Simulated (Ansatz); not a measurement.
A series of calculations on CoPtO₂

**1. Relaxation**

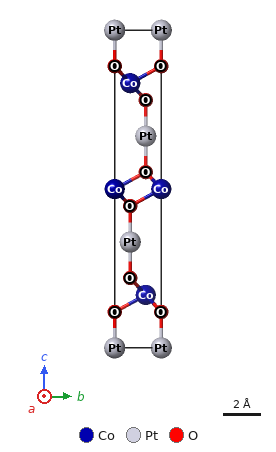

Solid CoPtO₂ (set up in R-3m), before the relaxation. A ball-and-stick model of the cell of the calculation, seen along the a axis.

Case: biaxial strain in the a-b plane of +4.0 %; c and atoms relaxed.

Method: Ansatz 0.2.0, DFT PBEsol, scalar-relativistic, plane waves, PAW.

The input:
```yaml
crystal:
  lattice:
    - [2.9225904477, 0.0, 0.0]
    - [-1.4612952239, 2.5310375726, 0.0]
    - [0.0, 0.0, 17.2719006383]
  atoms:
    - { symbol: Co, position: [0.6666666667, 0.3333333333, 0.8333333333] }
    - { symbol: Co, position: [0.3333333333, 0.6666666667, 0.1666666667] }
    - { symbol: Co, position: [0.0, 0.0, 0.5] }
    - { symbol: Pt, position: [0.0, 0.0, 0.0] }
    - { symbol: Pt, position: [0.6666666667, 0.3333333333, 0.3333333333] }
    - { symbol: Pt, position: [0.3333333333, 0.6666666667, 0.6666666667] }
    - { symbol: O, position: [0.0, 0.0, 0.8868416247] }
    - { symbol: O, position: [0.3333333333, 0.6666666667, 0.779825042] }
    - { symbol: O, position: [0.6666666667, 0.3333333333, 0.220174958] }
    - { symbol: O, position: [0.0, 0.0, 0.1131583753] }
    - { symbol: O, position: [0.3333333333, 0.6666666667, 0.5535082914] }
    - { symbol: O, position: [0.6666666667, 0.3333333333, 0.4464917086] }
basis:
  ecutwfc: 420
kpoints:
  mp_grid: { grid: [12, 12, 2] }
hamiltonian:
  xc: pbesol
scf:
  occupations: { method: gaussian, width: 0.1 }
output:
  forces: true
  stress: true
  eigenvalues: true
relax:
  adjacent_minimum: "off"
  f_tol: 0.008
  max_steps: 40
  cell: { stress_tol: 0.015, fix: [a, b, gamma] }
```

Run as
```bash
ansatz run input.yaml --threads 1 --pin off --max-ram 2560MiB --backend cpu --events-out ev --progress --plain --runs-dir out
```

Question: Where does the relaxation end?

Answer: Over 5 accepted moves (7 points after the start) the energy falls by 2.8 meV per atom. The largest force component goes from 0.53 to under 0.0001 eV/Å. The pressure goes from −8.33 to −10.07 GPa. At 2 points the geometry stayed and the basis and grid were re-selected for the new cell (energy shift of 0.2 meV per atom at most each time). The largest moves relative to the cell, 0.015 Å, are those of O7, O8, O9, O10, O11 and O12. O12 goes along +c. Pt and Co stay in place. The volume changes by +0.5 %, with a = b unchanged at 2.923 Å, c 17.272 → 17.360 Å (+0.5 %). Among the contacts that change: Pt4–O10 1.954 → 1.979 Å, Co1–O7 1.924 → 1.919 Å. The space group stays R-3m (No. 166).

Step by step:

```tsv
step	E − E(0), meV/atom	largest force component, eV/Å	pressure, GPa	volume, Å³/atom	note
0	0.00	0.5305	-8.33	10.647	
1	-2.24	0.2020	-9.91	10.696	
2	-2.56	0.0223	-10.16	10.704	
3	-2.57	0.0034	-10.11	10.702	
4	-2.58	0.0001	-10.08	10.701	
5	-2.80	0.0000	-10.04	10.701	same geometry, new basis
6	-2.79	0.0000	-10.07	10.701	
7	-2.79	0.0000	-10.07	10.701	same geometry, new basis
```

**2. Relaxation**

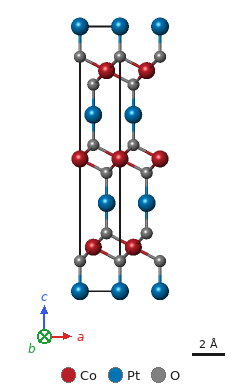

Solid CoPtO₂ (set up in R-3m), before the relaxation. Style: ball-and-stick. Shown: the cell of the calculation, repeated 2 × 1 × 1 with one cell outlined, along the b axis.

Case: biaxial strain in the a-b plane of +6.0 %; c and atoms relaxed.

Theory: DFT PBEsol, scalar-relativistic, plane waves, PAW in Ansatz.

Input file:
```yaml
crystal:
  lattice:
    - [2.9787941102, 0.0, 0.0]
    - [-1.4893970551, 2.5797113721, 0.0]
    - [0.0, 0.0, 17.0595412042]
  atoms:
    - { symbol: Co, position: [0.6666666667, 0.3333333333, 0.8333333333] }
    - { symbol: Co, position: [0.3333333333, 0.6666666667, 0.1666666667] }
    - { symbol: Co, position: [0.0, 0.0, 0.5] }
    - { symbol: Pt, position: [0.0, 0.0, 0.0] }
    - { symbol: Pt, position: [0.6666666667, 0.3333333333, 0.3333333333] }
    - { symbol: Pt, position: [0.3333333333, 0.6666666667, 0.6666666667] }
    - { symbol: O, position: [0.0, 0.0, 0.8859939635] }
    - { symbol: O, position: [0.3333333333, 0.6666666667, 0.7806727031] }
    - { symbol: O, position: [0.6666666667, 0.3333333333, 0.2193272969] }
    - { symbol: O, position: [0.0, 0.0, 0.1140060365] }
    - { symbol: O, position: [0.3333333333, 0.6666666667, 0.5526606302] }
    - { symbol: O, position: [0.6666666667, 0.3333333333, 0.4473393698] }
basis:
  ecutwfc: 420
kpoints:
  mp_grid: { grid: [12, 12, 2] }
hamiltonian:
  xc: pbesol
scf:
  occupations: { method: gaussian, width: 0.1 }
output:
  forces: true
  stress: true
  eigenvalues: true
relax:
  adjacent_minimum: "off"
  f_tol: 0.008
  max_steps: 40
  cell: { stress_tol: 0.015, fix: [a, b, gamma] }
```

Run as
```bash
ansatz run input.yaml --threads 1 --pin off --max-ram 2560MiB --backend cpu --events-out ev --progress --plain --runs-dir out
```

Question: Predict the outcome.

Answer: The largest moves relative to the cell, 0.014 Å, are those of O7, O8, O9, O10, O11 and O12. O12 goes along +c. Co and Pt stay in place. The volume changes by +0.7 %, with a = b unchanged at 2.979 Å, c 17.060 → 17.185 Å (+0.7 %). Some distances before and after: Pt4–O10 1.945 → 1.974 Å. The space group stays R-3m (No. 166). After 5 accepted moves (7 points after the start) the energy has fallen by 3.7 meV per atom. Largest force component: 0.58 eV/Å at the start, 0.00017 eV/Å at the end. The pressure goes from −11.16 to −13.60 GPa. The SCF was repeated twice at an unchanged geometry on a basis and grid sized afresh for the cell, which shifted the energy by 0.4 meV per atom at most. Cost: 110 s on 1 thread of Intel(R) Xeon(R) 6975P-C (Granite Rapids), on a shared host, peak memory 0.66 GiB.

**3. A change**

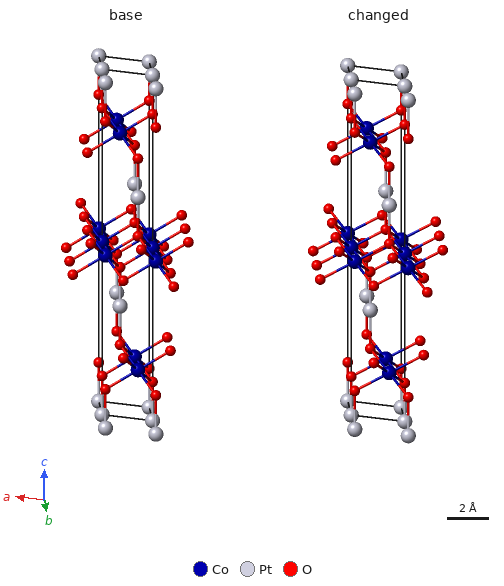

Left: a crystal of CoPtO$_{2}$ (set up in R-3m). Right: the same structure after one change, at the same scale. The picture is a ball-and-stick view of the cell of the calculation, repeated 1 × 2 × 1 with one cell outlined, seen from a free direction.

Method: DFT PBEsol, scalar-relativistic, plane waves, PAW in Ansatz. Set-up: plane-wave cutoff 420 eV; k-point mesh 12 × 12 × 2; occupations gaussian; smearing width 0.1 eV; no spin polarisation.

Question: Which change leads from the left to the right?

Answer: Biaxial strain in the a–b plane, +6.0 %, is applied. The c axis and the atoms are relaxed.

Question: How do the computed properties respond?

Answer: The energy rises by 88.6 meV per atom. Pressure: 0.3 GPa before, −13.6 GPa after. The principal stresses (compression positive) are 0.0 GPa along c and −20.4 GPa across it. The volume changes by +9.1 %, with a = b 2.810 → 2.979 Å (+6.0 %), c 17.697 → 17.185 Å (−2.9 %). The largest moves relative to the cell, 0.045 Å, are those of O atoms. Co and Pt stay in place. Some distances before and after: Co–O 1.887 → 1.937 Å, O–Pt 1.986 → 1.974 Å. The space group stays R-3m (No. 166).

**4. Series**

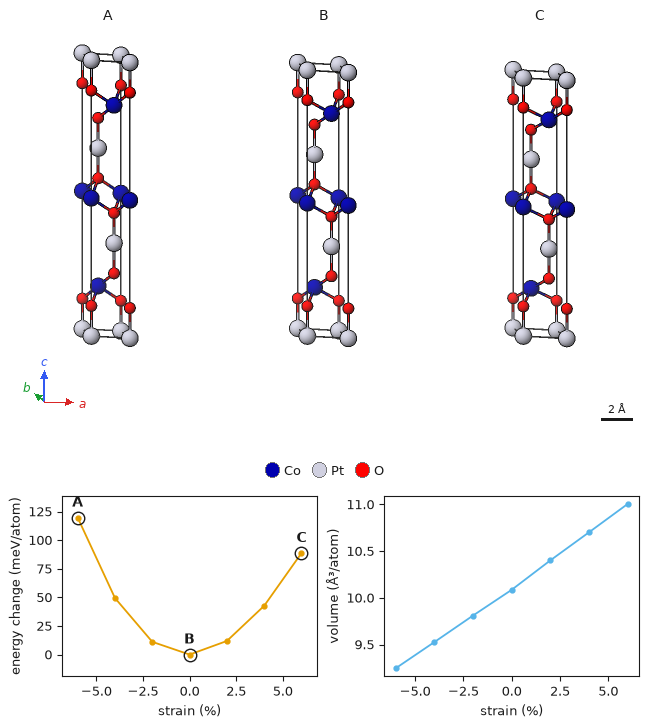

Members of a series of calculations on a crystal of CoPtO$_{2}$ (set up in R-3m), marked on the first curve. Style: ball-and-stick. Shown: the cell of the calculation, slightly off an axis.

Computed with DFT PBEsol, scalar-relativistic, plane waves, PAW (Ansatz). (plane-wave cutoff 420 eV; k-point mesh 12 × 12 × 2; occupations gaussian; smearing width 0.1 eV; no spin polarisation)

> Describe the series.

Biaxial strain in the a–b plane, c and atoms relaxed. A (strain −6.0 %): energy change 120 meV/atom, volume 9.25 Å³ per atom. B (strain 0.0 %): energy change 0.0 meV/atom, volume 10.09 Å³ per atom. C (strain 6.0 %): energy change 88.6 meV/atom, volume 11.00 Å³ per atom. The rest compares A with C. The volume changes by +19.0 %, with a = b 2.642 → 2.979 Å (+12.8 %), c 18.360 → 17.185 Å (−6.4 %). Among the bonded contacts that change: Co–O 1.852 → 1.937 Å, O–Pt 2.010 → 1.974 Å.
